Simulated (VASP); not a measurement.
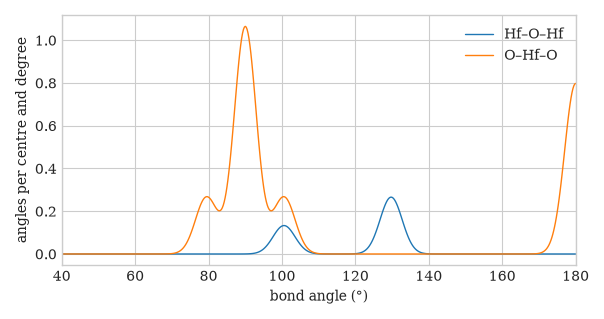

Bond-angle distributions computed from the structure of HfO2; each angle is a Gaussian of σ = 3.0°. Bonds counted: Hf–O up to 2.68 Å. Structure used: the end point of a relaxation with VASP Kohn-Sham DFT of a periodic cell, RPBE with D3, VASP PAW PBE potentials, recommended in VASP 6.6.1.

Q: Where do the angles cluster?

A: Hf–O–Hf: 101° (1 per centre); 130° (2 per centre)
O–Hf–O: 79° (2 per centre); 90° (8 per centre); 101° (2 per centre); 180° (3 per centre)

Q: What coordination geometry do the angles point to, counting the bonds named above alone?

A: Hf has 6 O neighbours in an octahedral arrangement (distorted).

The structure has space group P4_2/mnm (No. 136); other forms of this composition would give other results.
